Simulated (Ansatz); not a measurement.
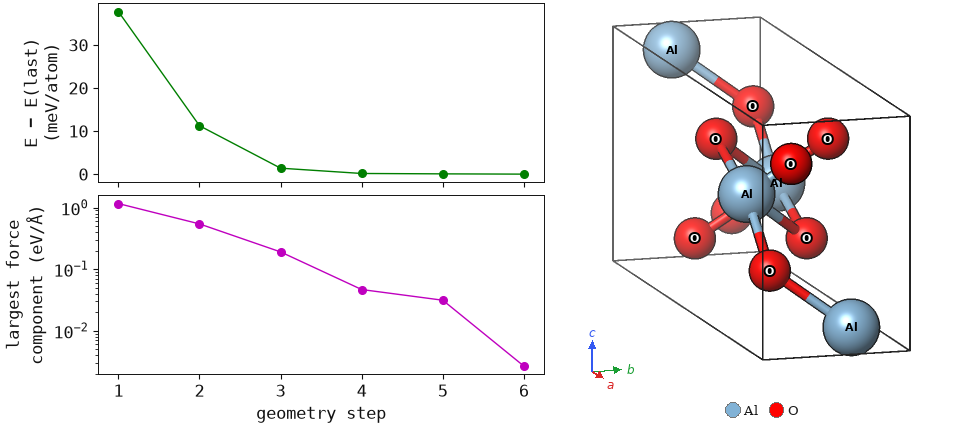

Beside the plot: the structure at the start.

History of a geometry optimisation. AlO$_{2}$ (Pnma, 12 atoms in the cell); DFT, PBE, plane-wave PAW, default files, scalar-relativistic (Ansatz 0.2.0); cutoff 420 eV, 4×12×8 k-mesh, Fermi–Dirac smearing of 0.05 eV. Only the atoms move.

The optimisation met its thresholds at geometry 6, counting the start as the first. The energy fell by about 38 meV/atom from the first step to the last. The largest force component goes from about 1.2 eV/Å at the start to 2.7 × 10⁻³ eV/Å at the end.
